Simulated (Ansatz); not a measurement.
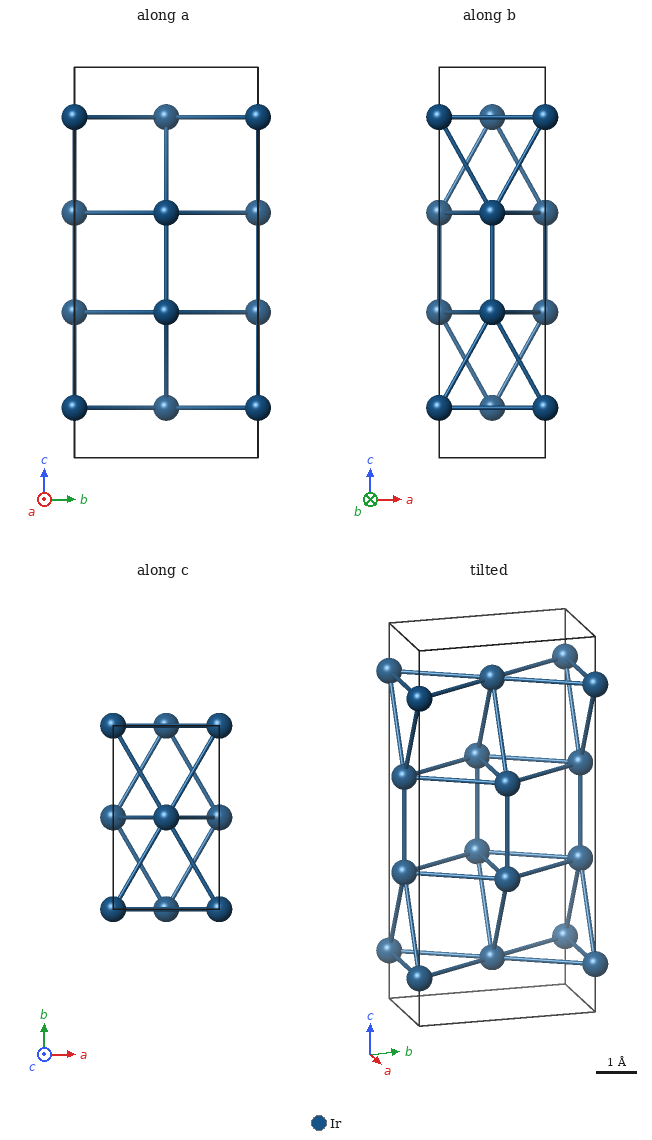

This ball-and-stick model is shown along the a axis, along the b axis, along the c axis and slightly off an axis. Thin lines show the conventional unit cell, with boundary atoms drawn in all their periodic places.

Lattice parameters: a = 2.6837 Å, b = 4.6371 Å, c = 9.8627 Å, α = 90.000°, β = 90.000°, γ = 90.000°.

**Record the structure as a CIF with its space group and independent sites, with free fractional coordinates to two decimals.**

```cif
data_structure
_symmetry_space_group_name_H-M 'F m m m'
_symmetry_Int_Tables_number 69
_cell_length_a 2.6837
_cell_length_b 4.6371
_cell_length_c 9.8627
_cell_angle_alpha 90.000
_cell_angle_beta 90.000
_cell_angle_gamma 90.000
_cell_volume 122.74
loop_
_atom_site_label
_atom_site_type_symbol
_atom_site_symmetry_multiplicity
_atom_site_Wyckoff_symbol
_atom_site_fract_x
_atom_site_fract_y
_atom_site_fract_z
_atom_site_occupancy
Ir1 Ir 8 i 0.50 0.00 0.37 1
```

The initial geometry was a structure type filled with this element by a generator (whether the element takes this form wasn't checked). This is the structure after a relaxation with DFT PBE, scalar-relativistic, plane waves, PAW in Ansatz.
